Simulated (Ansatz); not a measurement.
# Geometry relaxation, with input and output: Al$_{15}$As$_{16}$ (part 3 of 3)

Continued. System: Al$_{15}$As$_{16}$ (defect cell, 31 atoms in the cell). Method: DFT PBE, scalar-relativistic, plane waves, PAW, spin-polarised (Ansatz 0.2.0); cutoff 420 eV, 2×2×2 k-mesh, Gaussian smearing of 0.01 eV, collinear spins. The structure derives from a Materials Project entry. It belongs to a series of runs on one base structure; here: Al vacancy (site a), charge +0, atoms relaxed at the host's cell.

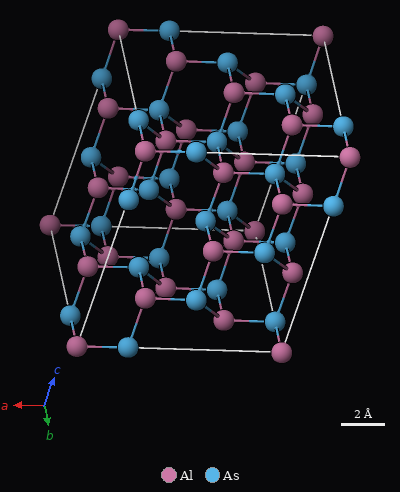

*The geometry at step 2 of the log (ball-and-stick view of the cell of the calculation, seen at an oblique angle).*

**What the program printed, continued**
```
  k-point 1 ↓: bands = ["-28.8111", "-28.8107", "-28.8107", "-28.8107", "-28.7988", "-28.7988", "-28.7987", "-28.7987", "-28.7987", "-28.7982", "-28.7982", "-28.7982", "-28.7590", "-28.7590", "-28.7590", "-28.7589", "-28.7589", "-28.7589", "-28.7589", "-28.7589", "-28.7520", "-28.7516", "-28.7515", "-28.7515", "-28.7515", "-28.7514", "-28.7513", "-28.7513", "-28.7513", "-28.7511", "-28.7510", "-28.7510", "-28.7474", "-28.7471", "-28.7470", "-28.7467", "-28.7467", "-28.7466", "-28.7465", "-28.7465",
      "-28.7465", "-28.7464", "-28.7463", "-28.7463", "-28.7408", "-28.7408", "-28.7408", "-28.7407", "-28.7407", "-28.7407", "-28.7407", "-28.7407", "-28.7407", "-28.7406", "-28.7406", "-28.7406", "-28.7339", "-28.7338", "-28.7336", "-28.7336", "-28.7336", "-28.7336", "-28.7335", "-28.7335", "-28.7330", "-28.7329", "-28.7328", "-28.7328", "-28.7286", "-28.7284", "-28.7284", "-28.7283", "-28.7283", "-28.7282", "-28.7282", "-28.7282", "-28.7282", "-28.7281", "-28.7281", "-28.7281",
      "-5.7029", "-5.0890", "-5.0440", "-5.0440", "-4.9303", "-4.6452", "-4.6196", "-4.6196", "-4.5533", "-4.2957", "-4.2688", "-4.2402", "-4.2402", "-4.0086", "-3.9570", "-3.9570", "0.5740", "0.5966", "0.7356", "0.7356", "0.7401", "0.7668", "0.8408", "0.8782", "0.8782", "1.0607", "1.6647", "2.0112", "2.0838", "2.0838", "2.5435", "2.5648", "2.6339", "2.6339", "3.1441", "3.1655", "3.3783", "3.3783", "3.4945", "3.8388",
      "3.8388", "3.8607", "3.8962", "3.8971", "3.8971", "3.9328", "3.9600", "3.9663", "3.9663", "4.1168", "4.2845", "4.2845", "4.5038", "4.7699", "4.8315", "4.8315", "4.9025", "4.9171", "4.9329", "5.1391", "5.1391", "5.5307", "5.8849", "5.8849", "7.6762", "8.3645", "8.3645", "8.4747", "8.6567", "8.6567", "8.7464", "8.8745", "9.0451", "9.1355", "9.1881", "9.2926", "9.3688", "9.3689", "9.3689", "9.4150",
      "9.5317", "9.5601", "9.5601", "9.6841", "9.8207", "9.9445", "9.9445", "10.3937", "10.4041", "10.4041", "10.4808", "10.7798", "10.7798", "10.8325"]
--- Relaxed structure (3 steps of the walk, 3 accepted, 0 SCFs on fresh bases) ---
  F+E_penalty+E_count = -85772.16389386 eV   max|allowed force component| = 2.159e-2 eV/Å
  atoms:
    - { symbol: Al, position: [0.5012693546590183, -0.002158992765828065, 0.5] }
    - { symbol: Al, position: [0.5012693546590183, 0.7499999999999999, 0.7478410072341719] }
    - { symbol: Al, position: [0.25, 0.25, 0.5] }
    - { symbol: Al, position: [0.24657165257515357, -0.0012693546590183957, 0.7487306453409814] }
    - { symbol: Al, position: [0.25, 0.75, 0.0] }
    - { symbol: Al, position: [-0.002158992765828065, 0.5012693546590183, 0.5] }
    - { symbol: Al, position: [-0.0012693546590183957, 0.24657165257515357, 0.7487306453409814] }
    - { symbol: Al, position: [-0.0012693546590183899, -0.0012693546590183899, -0.0034283474248464544] }
    - { symbol: Al, position: [-0.0021589927658280383, 0.75, 0.25126935465901845] }
    - { symbol: Al, position: [0.7499999999999999, 0.5012693546590183, 0.7478410072341719] }
    - { symbol: Al, position: [0.75, 0.25, 0.0] }
    - { symbol: Al, position: [0.75, -0.0021589927658280383, 0.25126935465901845] }
    - { symbol: Al, position: [0.5021589927658281, 0.5021589927658281, 0.0034283474248464544] }
    - { symbol: Al, position: [0.502158992765828, 0.2534283474248464, 0.25215899276582804] }
    - { symbol: Al, position: [0.2534283474248464, 0.502158992765828, 0.25215899276582804] }
    - { symbol: As, position: [-0.005696122879371879, -0.005696122879371879, 0.7443038771206281] }
    - { symbol: As, position: [0.7499999999999998, 0.25000474507280257, 0.7492394171674674] }
    - { symbol: As, position: [0.7499999999999999, -0.000760582832532386, 4.745072802514461e-6] }
    - { symbol: As, position: [0.5007605828325323, 0.5007605828325323, 0.7507653279053348] }
    - { symbol: As, position: [0.4992346720946651, 0.24999525492719737, -4.745072802514461e-6] }
    - { symbol: As, position: [0.5007605828325323, 0.0007653279053348311, 0.2507605828325323] }
    - { symbol: As, position: [0.25000474507280257, 0.7499999999999998, 0.7492394171674674] }
    - { symbol: As, position: [0.24999525492719737, 0.4992346720946651, -4.745072802514461e-6] }
    - { symbol: As, position: [0.24999525492719749, 0.24999525492719749, 0.24923467209466518] }
    - { symbol: As, position: [0.2500047450728025, -0.0007605828325322889, 0.5] }
    - { symbol: As, position: [-0.000760582832532386, 0.7499999999999999, 4.745072802514461e-6] }
    - { symbol: As, position: [0.0007653279053348311, 0.5007605828325323, 0.2507605828325323] }
    - { symbol: As, position: [-0.0007605828325322889, 0.2500047450728025, 0.5] }
    - { symbol: As, position: [0.7499999999999999, 0.7499999999999999, 0.25569612287937193] }
    - { symbol: As, position: [0.75, 0.5056961228793719, 0.5] }
    - { symbol: As, position: [0.5056961228793719, 0.75, 0.5] }
--- Löwdin populations: 31 sites ---
  site symbol       q [e]    m [muB]
     0     Al      2.6252     0.0008
     1     Al      2.6252     0.0008
     2     Al      2.6177     0.0127
     3     Al      2.6252     0.0008
     4     Al      2.6177     0.0127
     5     Al      2.6252     0.0008
     6     Al      2.6252     0.0008
     7     Al      2.6252     0.0008
     8     Al      2.6252     0.0008
     9     Al      2.6252     0.0008
    10     Al      2.6177     0.0127
    11     Al      2.6252     0.0008
    12     Al      2.6252     0.0008
    13     Al      2.6252     0.0008
    14     Al      2.6252     0.0008
    15     As     15.2403     0.2763
    16     As     15.3204     0.0273
    17     As     15.3204     0.0273
    18     As     15.3204     0.0273
    19     As     15.3204     0.0273
    20     As     15.3204     0.0273
    21     As     15.3204     0.0273
    22     As     15.3204     0.0273
    23     As     15.3204     0.0273
    24     As     15.3204     0.0273
    25     As     15.3204     0.0273
    26     As     15.3204     0.0273
    27     As     15.3204     0.0273
    28     As     15.2403     0.2763
    29     As     15.2403     0.2763
    30     As     15.2403     0.2763
  spilling = 0.002942 (of n_electrons = 285.000000)
```

**File populations.tsv**
```
# site	symbol	l	j	q_up	q_dn
# orbitals = lowdin
# n_electrons = 285.000000
# spilling = 0.002942
0	Al	0_3S	-	0.452646	0.453774
0	Al	1_3P	-	0.860368	0.858436
1	Al	0_3S	-	0.452646	0.453774
1	Al	1_3P	-	0.860368	0.858436
2	Al	0_3S	-	0.455837	0.456756
2	Al	1_3P	-	0.859360	0.845736
3	Al	0_3S	-	0.452646	0.453774
3	Al	1_3P	-	0.860368	0.858436
4	Al	0_3S	-	0.455837	0.456756
4	Al	1_3P	-	0.859360	0.845736
5	Al	0_3S	-	0.452646	0.453774
5	Al	1_3P	-	0.860368	0.858436
6	Al	0_3S	-	0.452646	0.453774
6	Al	1_3P	-	0.860368	0.858436
7	Al	0_3S	-	0.452646	0.453774
7	Al	1_3P	-	0.860368	0.858436
8	Al	0_3S	-	0.452646	0.453774
8	Al	1_3P	-	0.860368	0.858436
9	Al	0_3S	-	0.452646	0.453774
9	Al	1_3P	-	0.860368	0.858436
10	Al	0_3S	-	0.455837	0.456756
10	Al	1_3P	-	0.859360	0.845736
11	Al	0_3S	-	0.452646	0.453774
11	Al	1_3P	-	0.860368	0.858436
12	Al	0_3S	-	0.452646	0.453774
12	Al	1_3P	-	0.860368	0.858436
13	Al	0_3S	-	0.452646	0.453774
13	Al	1_3P	-	0.860368	0.858436
14	Al	0_3S	-	0.452646	0.453774
14	Al	1_3P	-	0.860368	0.858436
15	As	0_4S	-	0.796940	0.783587
15	As	1_4P	-	1.962627	1.699587
15	As	2_3D	-	4.998767	4.998813
16	As	0_4S	-	0.742398	0.742100
16	As	1_4P	-	1.933056	1.906099
16	As	2_3D	-	4.998360	4.998362
17	As	0_4S	-	0.742398	0.742100
17	As	1_4P	-	1.933056	1.906099
17	As	2_3D	-	4.998360	4.998362
18	As	0_4S	-	0.742398	0.742100
18	As	1_4P	-	1.933056	1.906099
18	As	2_3D	-	4.998360	4.998362
19	As	0_4S	-	0.742398	0.742100
19	As	1_4P	-	1.933056	1.906099
19	As	2_3D	-	4.998360	4.998362
20	As	0_4S	-	0.742398	0.742100
20	As	1_4P	-	1.933056	1.906099
20	As	2_3D	-	4.998360	4.998362
21	As	0_4S	-	0.742398	0.742100
21	As	1_4P	-	1.933056	1.906099
21	As	2_3D	-	4.998360	4.998362
22	As	0_4S	-	0.742398	0.742100
22	As	1_4P	-	1.933056	1.906099
22	As	2_3D	-	4.998360	4.998362
23	As	0_4S	-	0.742398	0.742100
23	As	1_4P	-	1.933056	1.906099
23	As	2_3D	-	4.998360	4.998362
24	As	0_4S	-	0.742398	0.742100
24	As	1_4P	-	1.933056	1.906099
24	As	2_3D	-	4.998360	4.998362
25	As	0_4S	-	0.742398	0.742100
25	As	1_4P	-	1.933056	1.906099
25	As	2_3D	-	4.998360	4.998362
26	As	0_4S	-	0.742398	0.742100
26	As	1_4P	-	1.933056	1.906099
26	As	2_3D	-	4.998360	4.998362
27	As	0_4S	-	0.742398	0.742100
27	As	1_4P	-	1.933056	1.906099
27	As	2_3D	-	4.998360	4.998362
28	As	0_4S	-	0.796940	0.783587
28	As	1_4P	-	1.962627	1.699587
28	As	2_3D	-	4.998767	4.998813
29	As	0_4S	-	0.796940	0.783587
29	As	1_4P	-	1.962627	1.699587
29	As	2_3D	-	4.998767	4.998813
30	As	0_4S	-	0.796940	0.783587
30	As	1_4P	-	1.962627	1.699587
30	As	2_3D	-	4.998767	4.998813
```

**Trajectory as extended XYZ (Å, eV, eV/Å), 3 frames, from step=1 to step=3**
```
31
Lattice="-5.7279 5.7279 -5.7279 -5.7279 -5.7279 5.7279 5.7279 5.7279 5.7279" Properties=species:S:1:pos:R:3:forces:R:3 step=1 energy=-85772.13140
Al    0.0000    5.7279    0.0000    0.0038   0.1083  -0.1083
Al   -2.8640    2.8640    5.7279   -0.1083  -0.0038  -0.1083
Al    0.0000    2.8640    2.8640    0.0000   0.0000   0.0000
Al    2.8640    5.7279    2.8640    0.1083  -0.1083   0.0038
Al   -5.7279   -2.8640    2.8640    0.0000   0.0000   0.0000
Al    0.0000    0.0000    5.7279    0.0038  -0.1083   0.1083
Al    2.8640    2.8640    5.7279    0.1083   0.0038  -0.1083
Al    0.0000    0.0000    0.0000   -0.0038  -0.1083  -0.1083
Al   -2.8640   -2.8640    5.7279    0.1083  -0.0038   0.1083
Al   -2.8640    5.7279    2.8640   -0.1083  -0.1083  -0.0038
Al   -5.7279    2.8640   -2.8640    0.0000   0.0000   0.0000
Al   -2.8640    5.7279   -2.8640    0.1083   0.1083  -0.0038
Al   -5.7279    0.0000    0.0000   -0.0038   0.1083   0.1083
Al   -2.8640    2.8640    0.0000   -0.1083   0.0038   0.1083
Al   -2.8640    0.0000    2.8640   -0.1083   0.1083   0.0038
As    4.2959    4.2959    4.2959    0.0195  -0.0195  -0.0195
As   -1.4320    7.1599    1.4320    0.0181   0.0181  -0.0641
As   -4.2959    4.2959   -4.2959   -0.0181  -0.0181  -0.0641
As   -1.4320    4.2959    4.2959   -0.0641  -0.0181  -0.0181
As   -4.2959    1.4320   -1.4320   -0.0181   0.0181   0.0641
As   -1.4320    4.2959   -1.4320    0.0181   0.0641  -0.0181
As   -1.4320    1.4320    7.1599    0.0181  -0.0641   0.0181
As   -4.2959   -1.4320    1.4320   -0.0181   0.0641   0.0181
As   -1.4320    1.4320    1.4320   -0.0641   0.0181   0.0181
As    1.4320    4.2959    1.4320    0.0641  -0.0181   0.0181
As   -4.2959   -4.2959    4.2959   -0.0181  -0.0641  -0.0181
As   -1.4320   -1.4320    4.2959    0.0181  -0.0181   0.0641
As    1.4320    1.4320    4.2959    0.0641   0.0181  -0.0181
As   -7.1599    1.4320    1.4320    0.0195   0.0195   0.0195
As   -4.2959    4.2959    1.4320   -0.0195  -0.0195   0.0195
As   -4.2959    1.4320    4.2959   -0.0195   0.0195  -0.0195
31
Lattice="-5.7279 5.7279 -5.7279 -5.7279 -5.7279 5.7279 5.7279 5.7279 5.7279" Properties=species:S:1:pos:R:3:forces:R:3 step=2 energy=-85772.16389
Al    0.0051    5.7476   -0.0196   -0.0216   0.0054  -0.0054
Al   -2.8836    2.8589    5.7083   -0.0054   0.0216  -0.0054
Al    0.0000    2.8640    2.8640    0.0000   0.0000   0.0000
Al    2.8836    5.7083    2.8691    0.0054  -0.0054  -0.0216
Al   -5.7279   -2.8640    2.8640    0.0000   0.0000   0.0000
Al    0.0051   -0.0196    5.7476   -0.0216  -0.0054   0.0054
Al    2.8836    2.8691    5.7083    0.0054  -0.0216  -0.0054
Al   -0.0051   -0.0196   -0.0196    0.0216  -0.0054  -0.0054
Al   -2.8443   -2.8691    5.7476    0.0054   0.0216   0.0054
Al   -2.8836    5.7083    2.8589   -0.0054  -0.0054   0.0216
Al   -5.7279    2.8640   -2.8640    0.0000   0.0000   0.0000
Al   -2.8443    5.7476   -2.8691    0.0054   0.0054   0.0216
Al   -5.7330    0.0196    0.0196    0.0216   0.0054   0.0054
Al   -2.8836    2.8691    0.0196   -0.0054  -0.0216   0.0054
Al   -2.8836    0.0196    2.8691   -0.0054   0.0054  -0.0216
As    4.3286    4.2633    4.2633    0.0098  -0.0098  -0.0098
As   -1.4364    7.1555    1.4276    0.0079   0.0079  -0.0141
As   -4.2916    4.3003   -4.3003   -0.0079  -0.0079  -0.0141
As   -1.4363    4.3003    4.3003   -0.0141  -0.0079  -0.0079
As   -4.2916    1.4276   -1.4276   -0.0079   0.0079   0.0141
As   -1.4364    4.3003   -1.4276    0.0079   0.0141  -0.0079
As   -1.4364    1.4276    7.1555    0.0079  -0.0141   0.0079
As   -4.2916   -1.4276    1.4276   -0.0079   0.0141   0.0079
As   -1.4363    1.4276    1.4276   -0.0141   0.0079   0.0079
As    1.4363    4.3003    1.4276    0.0141  -0.0079   0.0079
As   -4.2916   -4.3003    4.3003   -0.0079  -0.0141  -0.0079
As   -1.4364   -1.4276    4.3003    0.0079  -0.0079   0.0141
As    1.4363    1.4276    4.3003    0.0141   0.0079  -0.0079
As   -7.1273    1.4646    1.4646    0.0098   0.0098   0.0098
As   -4.3286    4.2633    1.4646   -0.0098  -0.0098   0.0098
As   -4.3286    1.4646    4.2633   -0.0098   0.0098  -0.0098
31
Lattice="-5.7279 5.7279 -5.7279 -5.7279 -5.7279 5.7279 5.7279 5.7279 5.7279" Properties=species:S:1:pos:R:3:forces:R:3 step=3 energy=-85772.16389
Al    0.0051    5.7476   -0.0196   -0.0216   0.0054  -0.0054
Al   -2.8836    2.8589    5.7083   -0.0054   0.0216  -0.0054
Al    0.0000    2.8640    2.8640    0.0000   0.0000   0.0000
Al    2.8836    5.7083    2.8691    0.0054  -0.0054  -0.0216
Al   -5.7279   -2.8640    2.8640    0.0000   0.0000   0.0000
Al    0.0051   -0.0196    5.7476   -0.0216  -0.0054   0.0054
Al    2.8836    2.8691    5.7083    0.0054  -0.0216  -0.0054
Al   -0.0051   -0.0196   -0.0196    0.0216  -0.0054  -0.0054
Al   -2.8443   -2.8691    5.7476    0.0054   0.0216   0.0054
Al   -2.8836    5.7083    2.8589   -0.0054  -0.0054   0.0216
Al   -5.7279    2.8640   -2.8640    0.0000   0.0000   0.0000
Al   -2.8443    5.7476   -2.8691    0.0054   0.0054   0.0216
Al   -5.7330    0.0196    0.0196    0.0216   0.0054   0.0054
Al   -2.8836    2.8691    0.0196   -0.0054  -0.0216   0.0054
Al   -2.8836    0.0196    2.8691   -0.0054   0.0054  -0.0216
As    4.3286    4.2633    4.2633    0.0098  -0.0098  -0.0098
As   -1.4364    7.1555    1.4276    0.0079   0.0079  -0.0141
As   -4.2916    4.3003   -4.3003   -0.0079  -0.0079  -0.0141
As   -1.4363    4.3003    4.3003   -0.0141  -0.0079  -0.0079
As   -4.2916    1.4276   -1.4276   -0.0079   0.0079   0.0141
As   -1.4364    4.3003   -1.4276    0.0079   0.0141  -0.0079
As   -1.4364    1.4276    7.1555    0.0079  -0.0141   0.0079
As   -4.2916   -1.4276    1.4276   -0.0079   0.0141   0.0079
As   -1.4363    1.4276    1.4276   -0.0141   0.0079   0.0079
As    1.4363    4.3003    1.4276    0.0141  -0.0079   0.0079
As   -4.2916   -4.3003    4.3003   -0.0079  -0.0141  -0.0079
As   -1.4364   -1.4276    4.3003    0.0079  -0.0079   0.0141
As    1.4363    1.4276    4.3003    0.0141   0.0079  -0.0079
As   -7.1273    1.4646    1.4646    0.0098   0.0098   0.0098
As   -4.3286    4.2633    1.4646   -0.0098  -0.0098   0.0098
As   -4.3286    1.4646    4.2633   -0.0098   0.0098  -0.0098
```

**Results in brief**

```csv
quantity,value
outcome,converged
electrons treated,285
free energy,−85772.1639 eV
Fermi energy,5.673 eV
gap on the k-point mesh,0.09 eV
net moment of the cell,1.50 μB
integrated absolute moment,1.58 μB
final volume,751.71 Å³
largest force (length of the vector) at the end,0.023 eV/Å
hardware,"4 threads of Arm Neoverse V1, 24 GiB of memory available, shared host"
wall time,87 s (CPU time 5.5 min)
peak memory,2.6 GiB
```
